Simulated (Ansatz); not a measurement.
## AlCu₃: geometry relaxation (part 2 of 2)

AlCu₃ (4 atoms in the cell); DFT PBEsol, scalar-relativistic, plane waves, PAW, no spin polarisation (Ansatz 0.2.0); cutoff 420 eV, 12×12×12 k-mesh, Gaussian smearing of 0.1 eV. The structure derives from a Materials Project entry.

Geometry of the input (Å; fractional positions):
```
0.0000  2.8880  2.8880
2.8880  0.0000  2.8880
2.8880  2.8880  0.0000
Al 0.0000  0.0000  0.0000
Cu 0.5000  0.5000  0.5000
Cu 0.2500  0.2500  0.2500
Cu 0.7500  0.7500  0.7500
```

```
basis re-selected at this cell: Δ(F+E_penalty+E_count) = +1.228e-4 eV, ΔP = +0.000 GPa vs the last step (what re-selecting the basis moved, of the pressure what is left beyond the Pulay correction that the steps carried, after the strain that the cell walked since its last selection, with what the two solves' SCF thresholds leave and, on support functions, any second-order correction that the steps lacked; it is no measure of the basis error at this ecutwfc). This SCF's stress stands 3.19e-3 GPa from its target on what of the cell is left free (relax.cell.stress_tol is 5.00e-2 GPa) and its largest allowed force component is 7.63e-17 eV/Å (relax.f_tol is 5.00e-3 eV/Å): within both
SCF converged after 7 iterations
Free energy (F): -20291.582806 eV
Harris-Foulkes:  -20291.582806 eV  (|F-HF|=0.00e0)
Internal energy: -20291.577833 eV  (E = F + TS)
E sigma→0 (E₀):  -20291.580319 eV
Entropy (-TS):   -0.004973 eV (-1.243 meV/atom)
Fermi energy:    15.351865 eV
--- Per-component energies (eV) ---
  E_band       = -1152.694506
  E_kinetic    = 926.490584
  E_local      = -13861.440341  (includes V_loc(G=0)·N_el)
  E_nonlocal   = 1181.625283
  E_hartree    = 6163.194575
  E_xc         = -308.965077
  E_vxc        = -378.620830  (∫ρ·V_xc dr)
  E_paw        = -5331.110956  (= ΣΔE_a)
  E_vpaw       = -1347.139090  (= ΣTr[D̂ρ^β])
  E_aug_tail   = 0.000782  (compensation charges beyond the density's cutoff)
  E_ewald      = -9062.010428
  E_core_change = 0.637746  (= ΣΔE_core)
  E_smearing   = -0.004973  (= −TS)
  E_closure    = -0.000000  (closes the sum)
  Σ components = -20291.582806   (vs F -20291.582806, Δ=0.00e0)
--- Forces (eV/Å), atoms counted from 1 ---
  atom   1  Al    -0.00000000     0.00000000    -0.00000000
  atom   2  Cu     0.00000000    -0.00000000    -0.00000000
  atom   3  Cu    -0.00000000    -0.00000000    -0.00000000
  atom   4  Cu     0.00000000     0.00000000     0.00000000
  max |Σ_I F_I| component: 1.85e-17 eV/Å
--- Stress (GPa, compression-positive) ---
        0.003192       0.000000       0.000000
        0.000000       0.003192       0.000000
        0.000000       0.000000       0.003192
  P = ⅓ Tr σ = 0.0032 GPa (0.032 kbar)
--- Band table (eV; the first three rows and the last of 72) ---
  k-point 0: bands = ["-97.5317", "-97.5292", "-97.2122", "-55.0562", "-55.0562", "-55.0562", "-55.0477", "-55.0477", "-55.0477", "-54.7321", "-54.7321", "-54.7321", "4.6643", "10.6305", "10.6305", "10.7169", "10.7169", "10.7169", "11.5586", "11.5586", "11.5586", "12.5987", "12.5987", "12.5987", "12.7865", "12.7865", "12.9052", "12.9052", "19.1030", "19.1030", "19.1030", "19.5455", "19.5455", "19.5455", "20.5095", "21.8748"]
  k-point 1: bands = ["-97.5316", "-97.5292", "-97.2122", "-55.0564", "-55.0561", "-55.0561", "-55.0479", "-55.0479", "-55.0475", "-54.7321", "-54.7320", "-54.7320", "4.7612", "10.6018", "10.6018", "10.6762", "10.7884", "10.7884", "11.5502", "11.5502", "11.5619", "12.5229", "12.5407", "12.5407", "12.8195", "12.8195", "12.8978", "12.8978", "17.7381", "18.7119", "18.7119", "19.7726", "19.9909", "19.9909", "21.1077", "21.8728"]
  k-point 2: bands = ["-97.5315", "-97.5293", "-97.2122", "-55.0566", "-55.0559", "-55.0559", "-55.0483", "-55.0483", "-55.0472", "-54.7323", "-54.7318", "-54.7318", "5.0497", "10.5554", "10.5922", "10.5922", "10.9182", "10.9182", "11.5261", "11.5290", "11.5290", "12.3369", "12.4181", "12.4181", "12.8522", "12.8522", "12.8946", "12.8946", "16.1689", "18.2905", "18.2905", "19.5560", "20.2142", "20.2142", "21.3977", "21.7679"]
  k-point 71: bands = ["-97.5303", "-97.5303", "-97.2124", "-55.0623", "-55.0579", "-55.0530", "-55.0530", "-55.0437", "-55.0437", "-54.7325", "-54.7325", "-54.7303", "8.7474", "9.5740", "9.5740", "10.0844", "11.3944", "11.4338", "11.4685", "11.4685", "11.7305", "11.7305", "12.1561", "12.2957", "12.8336", "12.8336", "13.0015", "13.0133", "13.1830", "13.3924", "13.3924", "20.9472", "20.9472", "21.0318", "21.1199", "26.5408"]
--- Relaxed structure (3 steps of the walk, 3 accepted, 1 SCFs on fresh bases) ---
  F+E_penalty+E_count = -20291.58280563 eV   max|allowed force component| = 7.633e-17 eV/Å   (the final SCF, on the basis selected at the relaxed cell)
  cell:  # Å, volume = 47.9487 Å³
    - [-1.1146126321959109e-35, 2.8834704780362714, 2.8834704780362714]
    - [2.8834704780362714, 1.2101508578127028e-34, 2.8834704780362714]
    - [2.8834704780362714, 2.8834704780362714, 2.9457619565177632e-34]
  atoms:
    - { symbol: Al, position: [-5.913403318462881e-36, 8.023152580871916e-36, 4.393841148753479e-36] }
    - { symbol: Cu, position: [0.5, 0.5, 0.5] }
    - { symbol: Cu, position: [0.25, 0.25, 0.25] }
    - { symbol: Cu, position: [0.75, 0.75, 0.75] }
```

### Trajectory as extended XYZ (Å, eV, eV/Å), 4 frames, from step=1 to step=4
```
4
Lattice="0.0000 2.8880 2.8880 2.8880 0.0000 2.8880 2.8880 2.8880 0.0000" Properties=species:S:1:pos:R:3:forces:R:3 step=1 energy=-20291.58229 pressure_GPa=-0.70
Al    0.0000    0.0000    0.0000    0.0000   0.0000   0.0000
Cu    2.8880    2.8880    2.8880    0.0000   0.0000   0.0000
Cu    1.4440    1.4440    1.4440    0.0000   0.0000   0.0000
Cu    4.3320    4.3320    4.3320    0.0000   0.0000   0.0000
4
Lattice="0.0000 2.8854 2.8854 2.8854 0.0000 2.8854 2.8854 2.8854 0.0000" Properties=species:S:1:pos:R:3:forces:R:3 step=2 energy=-20291.58278 pressure_GPa=-0.30
Al    0.0000    0.0000    0.0000    0.0000   0.0000   0.0000
Cu    2.8854    2.8854    2.8854    0.0000   0.0000   0.0000
Cu    1.4427    1.4427    1.4427    0.0000   0.0000   0.0000
Cu    4.3281    4.3281    4.3281    0.0000   0.0000   0.0000
4
Lattice="0.0000 2.8835 2.8835 2.8835 0.0000 2.8835 2.8835 2.8835 0.0000" Properties=species:S:1:pos:R:3:forces:R:3 step=3 energy=-20291.58293 pressure_GPa=0.00
Al    0.0000    0.0000    0.0000    0.0000   0.0000   0.0000
Cu    2.8835    2.8835    2.8835    0.0000   0.0000   0.0000
Cu    1.4417    1.4417    1.4417    0.0000   0.0000   0.0000
Cu    4.3252    4.3252    4.3252    0.0000   0.0000   0.0000
4
Lattice="0.0000 2.8835 2.8835 2.8835 0.0000 2.8835 2.8835 2.8835 0.0000" Properties=species:S:1:pos:R:3:forces:R:3 step=4 energy=-20291.58281 pressure_GPa=0.00
Al    0.0000    0.0000    0.0000    0.0000   0.0000   0.0000
Cu    2.8835    2.8835    2.8835    0.0000   0.0000   0.0000
Cu    1.4417    1.4417    1.4417    0.0000   0.0000   0.0000
Cu    4.3252    4.3252    4.3252    0.0000   0.0000   0.0000
```

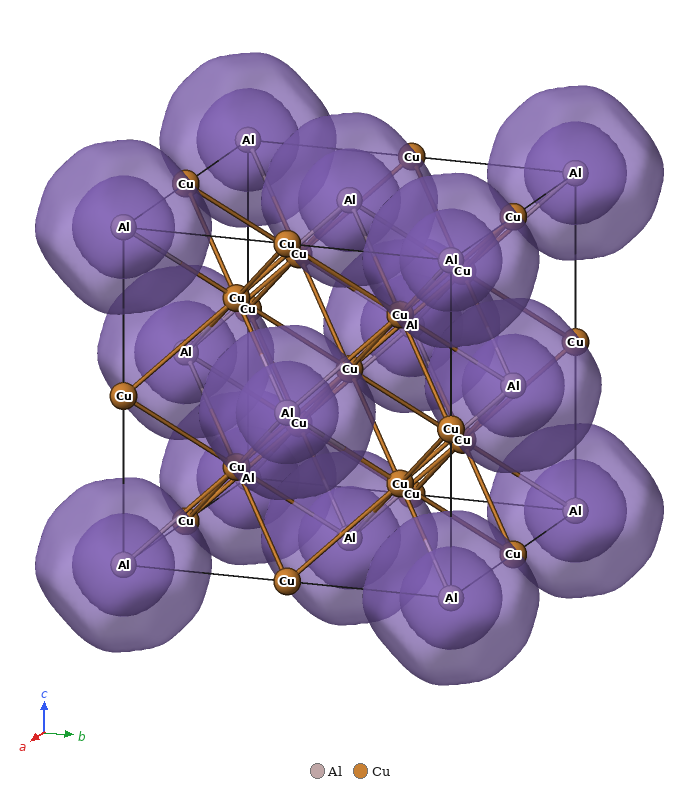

*Isosurface of the ELF at 0.4 (purple), seen slightly off an axis. Core shells and regions of very low density are left out. Sticks mark near contacts. The outline is the cell set on symmetry axes.*

Values along the shortest contacts: Al–Cu (2.50 Å): the ELF is about 0.40 at the midpoint, which marks metallic bonding. Cu–Cu (2.50 Å): the ELF is about 0.25 at the midpoint; no localised pair between them. In a PAW calculation such maps are meaningful between the atoms, not at the nuclei.

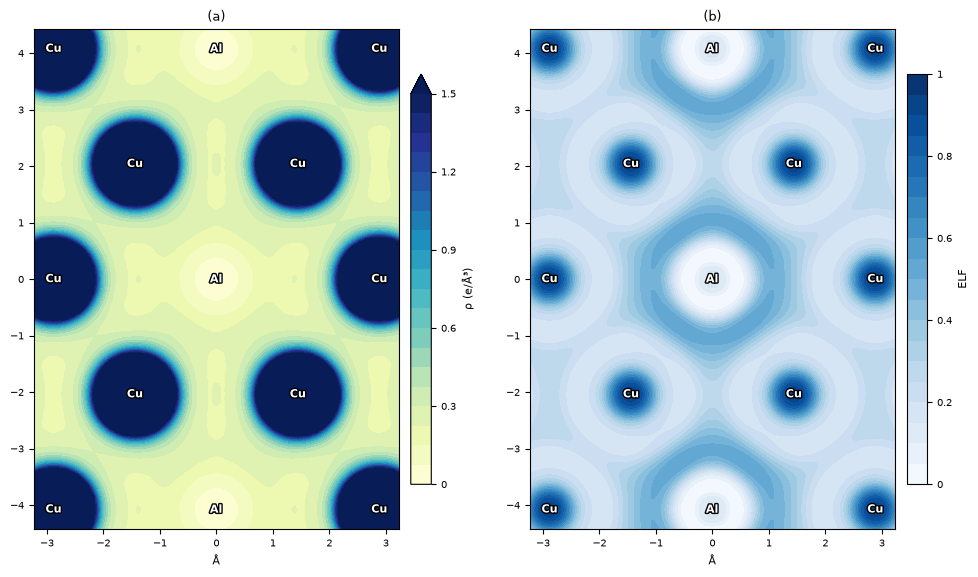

*(a) valence charge density (pseudo); (b) electron localisation function on the (011) plane of the conventional cell.*

Atoms in the plane: Al and Cu. Al–Cu (2.50 Å): ρ at the midpoint is about 0.29 e/Å³; the ELF is about 0.40 at the midpoint (metallic bonding. Cu–Cu (2.50 Å): ρ is about 0.3 e/Å³ halfway; the ELF is about 0.25 at the midpoint (no localised pair between them). Away from the nuclei the density in this plane falls to 0.21 e/Å³ at its lowest. The strong features right at Cu lie inside the PAW spheres (semicore, d or f shells) and say nothing about bonding.

### Key numbers

- outcome: converged
- space group (tolerance 0.01 Å): Fm-3m (225)
- electrons treated: 60
- free energy: −20291.5828 eV
- Fermi energy: 15.352 eV
- gap on the k-point mesh: none (metallic)
- pressure: 0.00 GPa
- final volume: 47.95 Å³
- largest force (length of the vector) at the end: under 0.001 eV/Å
- final cell: a = 4.078 Å, b = 4.078 Å, c = 4.078 Å, α = 60.00°, β = 60.00°, γ = 60.00°
- wall time: 11 s (CPU time 21 s)
- peak memory: 0.48 GiB
